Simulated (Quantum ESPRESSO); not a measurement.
## Energy of CdF2 along an even scaling of the cell

System: CdF2 (Fm-3m, 3 atoms in the cell).
Method: Kohn-Sham DFT of a periodic cell, LDA, GBRV 1.5 LDA, no spin polarisation (Quantum ESPRESSO 7.5).

The 7 runs differ only in the geometry, by an even scaling of the cell at fixed fractional positions. The structure derives from an entry of the Crystallography Open Database.

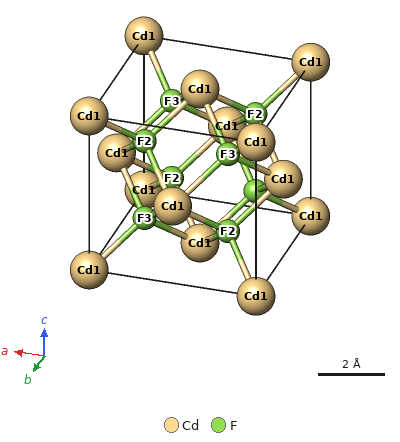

Figure 1. The structure of run 4 (ball-and-stick view of the cell 4 times as large as that of the calculation, set on its symmetry axes, seen at an oblique angle; atoms are numbered from 1 in the order of the input).

**Input of run 4**
```
&CONTROL
  calculation = 'scf'
  prefix = 'pwscf'
  outdir = './tmp'
  pseudo_dir = './pseudo'
  tstress = .true.
  disk_io = 'nowf'
/
&SYSTEM
  ibrav = 0
  nat = 3
  ntyp = 2
  ecutwfc = 45
  ecutrho = 360
  nbnd = 20
  occupations = 'smearing'
  smearing = 'fd'
  degauss = 0.00367493
/
&ELECTRONS
  conv_thr = 6d-10
  electron_maxstep = 120
  mixing_beta = 0.5
/
ATOMIC_SPECIES
Cd   112.4140 cd_lda_v1.uspp.F.UPF
F     18.9984 f_lda_v1.4.uspp.F.UPF
CELL_PARAMETERS angstrom
   0.0000000000    2.6940000000    2.6940000000
   2.6940000000    0.0000000000    2.6940000000
   2.6940000000    2.6940000000    0.0000000000
ATOMIC_POSITIONS crystal
Cd     0.0000000000    0.0000000000    0.0000000000
F      0.7500000000    0.7500000000    0.7500000000
F      0.2500000000    0.2500000000    0.2500000000
K_POINTS automatic
9 9 9 0 0 0
```

Command:
```bash
OMP_NUM_THREADS=1 mpirun -n 2 pw.x -nk 2 -in pw.in > pw.out
```

Run 2 differs from it as follows:
```diff
-   0.0000000000    2.6940000000    2.6940000000
-   2.6940000000    0.0000000000    2.6940000000
-   2.6940000000    2.6940000000    0.0000000000
+   0.0000000000    2.6575901313    2.6575901313
+   2.6575901313    0.0000000000    2.6575901313
+   2.6575901313    2.6575901313    0.0000000000
```

**Results, with one run withheld**

| run | volume per atom (Å³) | free energy per atom, from the lowest run given (meV) | pressure (GPa) | gap on the mesh (eV) |
| --- | --- | --- | --- | --- |
| 1 | 12.253 | 0.00 | 2.29 | 3.00 |
| 2 | 12.513 | ? | ? | ? |
| 3 | 12.774 | 1.16 | −2.90 | 2.85 |
| 4 | 13.035 | 7.58 | −5.06 | 2.78 |
| 5 | 13.295 | 17.33 | −6.97 | 2.72 |
| 6 | 13.556 | 29.99 | −8.66 | 2.65 |
| 7 | 13.817 | 45.26 | −10.15 | 2.59 |

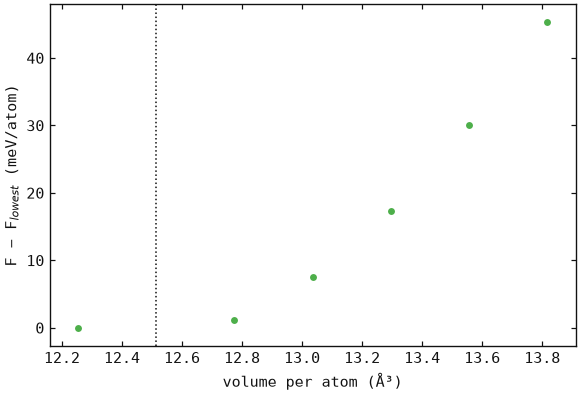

Figure 2. Free energy per atom of the runs given; the dotted line marks run 2.

Estimate the energy of run 2 from the others.

A cubic polynomial in V^(−2/3) (the Birch–Murnaghan form), fitted to the 6 runs given, misses them by at most 0.02 meV per atom. With x = V^(−2/3) − 0.17991 Å⁻², it reads F = 9.886 − 3783.5 x + 3.0704e+05 x² + 7.9142e+05 x³ (meV per atom). At run 2 it gives −1.54 meV per atom, and the run itself gives −1.53. The slope of the fit gives a pressure −dF/dV of −0.40 GPa there, and the run prints −0.47 GPa. The two needn't agree exactly: the fit is approximate, and the printed stress is taken on a finite basis. The fit has its minimum at 12.473 Å³ per atom, where V d²F/dV² gives 127 GPa: the bulk modulus at this level, since symmetry fixes the shape and the positions. The gap on the mesh goes, without turning, from 3.00 eV in run 1 to 2.59 eV in run 7; run 2 has 2.93 eV. These are gaps of this functional on this mesh, which can miss the band edges; they aren't the measured gap.

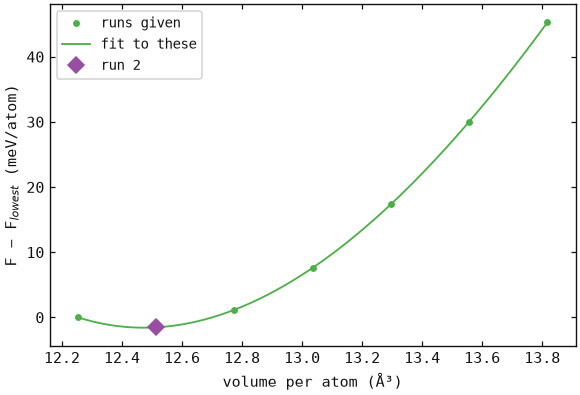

Figure 3. The fit and the withheld run.

**Some lines of the output (run 2)**
```
[...]
     unit-cell volume          =     253.3323 (a.u.)^3
     number of k points=    35  Fermi-Dirac smearing, width (Ry)=  0.0037
     total energy              =    -211.77091077 Ry
     total energy              =    -211.78915804 Ry
     total energy              =    -211.79231016 Ry
     total energy              =    -211.79242659 Ry
     total energy              =    -211.79244672 Ry
     total energy              =    -211.79244684 Ry
     total energy              =    -211.79244687 Ry
     the Fermi energy is     6.9313 ev
!    total energy              =    -211.79244687 Ry
     The total energy is F=E-TS. E is the sum of the following terms:
     Computing stress (Cartesian axis) and pressure
          total   stress  (Ry/bohr**3)                   (kbar)     P=       -4.72
```

Notes on the run: negative rho.
